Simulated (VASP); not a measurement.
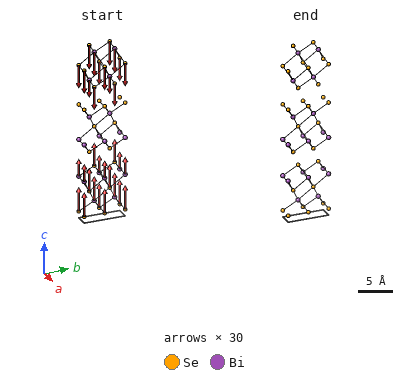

The structure of a slab of composition Bi₂Se₃ before (left) and after (right) a relaxation, at one scale. The red arrows give the displacements (the part carried along by the change of the cell is left out), 30 times their true length.

The picture is a ball-and-stick view of the 1 × 2 repeat of the cell, outlined in the plane, without the vacuum, seen slightly off an axis.

The run lets cell and atoms move.

Method: Kohn-Sham DFT of a periodic cell, LDA, VASP PAW LDA potentials, recommended in VASP 6.6.1.

The input:
```
SYSTEM = Bi2Se3
PREC = Accurate
ENCUT = 600
EDIFF = 1E-6
ISMEAR = 0
SIGMA = 0.03
LREAL = .False.
LASPH = .True.
NELM = 80
ALGO = Normal
ISIF = 3
LWAVE = .False.
LCHARG = .False.
GGA = CA
IBRION = 2
NSW = 90
EDIFFG = -0.01
LATTICE_CONSTRAINTS = .TRUE. .TRUE. .FALSE.
KPAR = 8
```

Run as
```bash
cat potpaw_LDA.64/Se/POTCAR potpaw_LDA.64/Bi_d/POTCAR > POTCAR
mpirun -np 8 vasp_std > vasp.out
```

Describe what moved and what it gained.

The run was cut off at its time limit before the relaxation converged, so the last structure is only a point on the way. The largest moves, 0.13 Å, are those of Se and Bi atoms. Largest moves by element: Bi 0.13 Å, Se 0.13 Å. In the plane the drawn cell goes a 4.143 → 4.094 Å (−1.2 %), b 8.286 → 8.188 Å (−1.2 %). Some distances before and after: Bi–Se 3.075 → 3.034 Å, Bi–Se 2.851 → 2.827 Å. Over 28 geometry steps the energy falls by 87.8 meV per cell of the calculation. The largest force component goes from 0.2 to 0.076 eV/Å.
